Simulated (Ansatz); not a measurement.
# Calculations on H$_{10}$CO$_{5}$

## 1. Relaxation

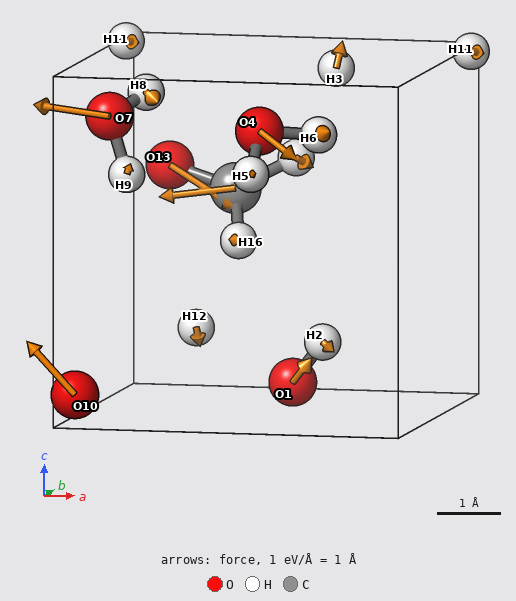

Starting geometry of an amorphous cell of composition H10CO5 with the computed forces as orange arrows. A ball-and-stick model of the cell of the calculation, seen slightly off an axis.

The cell holds 4 H2O + 1 H2CO. The run prepares the start of a later molecular dynamics calculation, from a guessed geometry.

Theory: DFT PBE-D3(BJ), scalar-relativistic, plane waves, PAW (Ansatz). Settings: plane-wave cutoff 420 eV; k-point mesh 1 × 1 × 1; occupations fermi dirac; smearing width 0.05 eV; no spin polarisation; atoms relaxed in a fixed cell; force threshold 0.3 eV/Å; at most 15 steps.

Question: What follows when this structure is relaxed?

Answer: It isn't relaxed: the largest force vector, on an O atom, is 1.49 eV/Å. The final displacements follow the starting forces only in part (cosine between the two patterns 0.34). The energy falls by 166 meV per atom in 13 accepted moves (14 points after the start). The largest force component goes from 1.4 to 0.22 eV/Å. 1 step only repeated the SCF at the same geometry. An O atom moves most: 1.28 Å roughly along [1 1 −1]. By element the largest moves are O 1.28 Å, H 1.13 Å, C 0.67 Å. The cell doesn't change. Near-neighbour distances that change, for instance: H–O 0.969 → 0.992 Å, C–O 1.220 → 1.231 Å, C–H 1.104 → 1.110 Å. Among the angles between lasting bonds that change: H–O–H 104.0° → 106.5°. The run took 16 s on 1 thread of Arm Neoverse V1, with other jobs on the host, peak memory 0.3 GiB.

Limits of the set-up: the program's low-accuracy preset was used; the periodic images lie only 5.7 Å apart, so the values are limited by the cell's size.

## 2. Dynamics

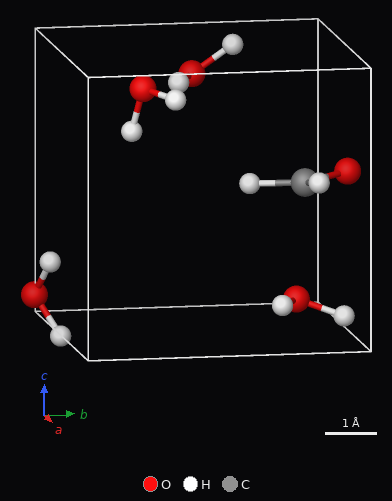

Starting frame of a dynamics run of a periodic cell with 4 H2O + 1 H2CO at 0.937 g/cm³. A ball-and-stick model of the simulation cell, seen slightly off an axis.

Theory: DFT PBE-D3(BJ), scalar-relativistic, plane waves, PAW in Ansatz 0.2.0.

Input file:
```yaml
accuracy: low
crystal:
  lattice:
    - [5.656653, 0.0, 0.0]
    - [0.0, 5.656653, 0.0]
    - [0.0, 0.0, 5.656653]
  atoms:
    - { symbol: O, position: [0.49184863, 0.82666066, 0.09906071] }
    - { symbol: H, position: [0.64464905, 0.74888607, 0.1056459] }
    - { symbol: H, position: [0.53333437, 0.98752243, 0.04167453] }
    - { symbol: O, position: [0.53811185, 0.27559424, 0.86762527] }
    - { symbol: H, position: [0.48002052, 0.2466882, 0.70779496] }
    - { symbol: H, position: [0.6876588, 0.36287642, 0.85095166] }
    - { symbol: O, position: [-0.03228952, 0.55554807, 0.81205027] }
    - { symbol: H, position: [-0.00574802, 0.69472718, 0.91538019] }
    - { symbol: H, position: [0.12255656, 0.47954802, 0.81002205] }
    - { symbol: O, position: [-0.0199804, 0.99653401, 0.05237115] }
    - { symbol: H, position: [0.05095727, 1.07570024, -0.08367425] }
    - { symbol: H, position: [0.08547256, 1.03240448, 0.1850671] }
    - { symbol: O, position: [0.27122586, 1.04920327, 0.50475938] }
    - { symbol: C, position: [0.40022757, 0.87440393, 0.49284803] }
    - { symbol: H, position: [0.59379625, 0.88810363, 0.52463428] }
    - { symbol: H, position: [0.32513676, 0.69335375, 0.48194438] }
basis:
  ecutwfc: 420.0
kpoints:
  mp_grid: { grid: [1, 1, 1] }
hamiltonian:
  xc: pbe
  dispersion: d3bj
scf:
  occupations: { method: fermi_dirac, width: 0.05 }
  lower_state_search: "off"
md:
  timestep: 0.5
  n_steps: 300
  ensemble: nvt_langevin
  temperature: 400.0
  initial_velocities: maxwell_boltzmann
  seed: 249207
  friction: 0.02
```

Command:
```bash
ansatz run input.yaml --threads 1 --pin off --max-ram 3072MiB --backend cpu --events-out ev --progress --plain --runs-dir out
```

**Predict how the run goes.**

Over the second half the temperature averages 479 K (spread ±113 K). The potential energy in the second half lies on average 44.5 meV per atom above the first frame. Root-mean-square distances from the starting positions over the second half, with the common drift of all atoms taken out: H 0.69 Å, O 0.53 Å, C 0.52 Å. The heavy atoms stay within a fraction of a molecule's size of their starting places; so short a run doesn't tell a liquid from a solid.

Along the run (each row but the first and the last is the mean over the interval that it begins):

```csv
time (fs),potential energy (meV/atom),T (K)
0.0,0.0,375
15.0,26.5,329
30.0,34.1,349
45.0,30.4,406
60.0,44.6,344
75.0,52.6,308
90.0,44.0,502
105.0,34.7,588
120.0,45.1,499
135.0,46.2,500
150.0,45.5,478
```

The paths of the atoms:

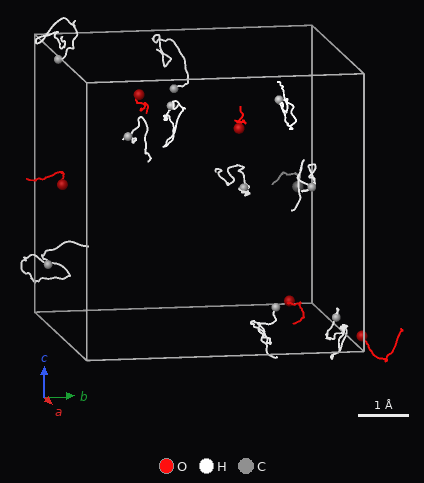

Limits of the set-up: the program's low-accuracy preset was used; the periodic images lie only 5.7 Å apart, so the values are limited by the cell's size.

## 3. Dynamics

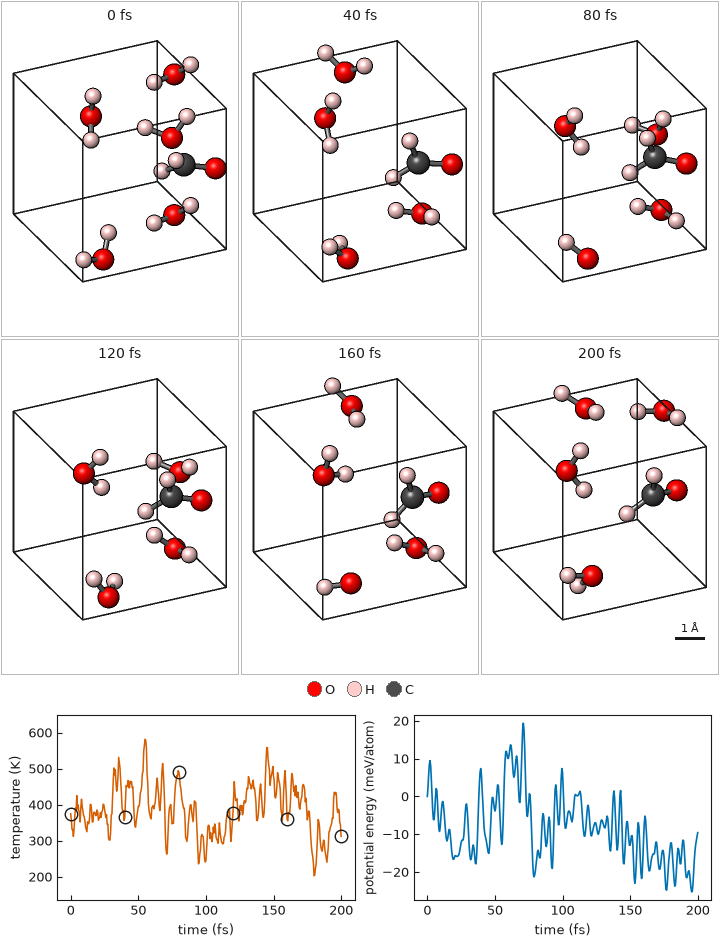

A Born-Oppenheimer molecular dynamics run of a periodic cell with 4 H2O + 1 H2CO at 0.937 g/cm³, 200 fs long. It starts from the last geometry of an earlier run, with fresh velocities. Frames and the history of the run. The picture is a ball-and-stick view of the simulation cell, seen from a free direction. Atoms that leave the cell re-enter on the other side.

Theory: DFT PBE-D3(BJ), scalar-relativistic, plane waves, PAW in Ansatz. Run with plane-wave cutoff 420 eV; k-point mesh 1 × 1 × 1; Fermi-Dirac smearing 0.05 eV; low-accuracy preset; Langevin thermostat (NVT); set temperature 400 K; time step 0.5 fs; friction 0.02 per fs.

**What happens in this trajectory?**

Over the second half the temperature averages 381 K (spread ±71 K). The potential energy is still drifting at the end, so the run hasn't reached equilibrium. The potential energy in the second half lies on average 11.4 meV per atom below the first frame. In the second half of the run the atoms are, in the root-mean-square, this far from where they began (common drift taken out): H 0.79 Å, O 0.57 Å, C 0.54 Å. The heavy atoms stay within a fraction of a molecule's size of their starting places; so short a run doesn't tell a liquid from a solid.

Limits of the set-up: the program's low-accuracy preset was used; the periodic images lie only 5.7 Å apart, so the values are limited by the cell's size.

The run took 5.1 min on 1 thread of Arm Neoverse V1, with other jobs on the host, peak memory 0.3 GiB.
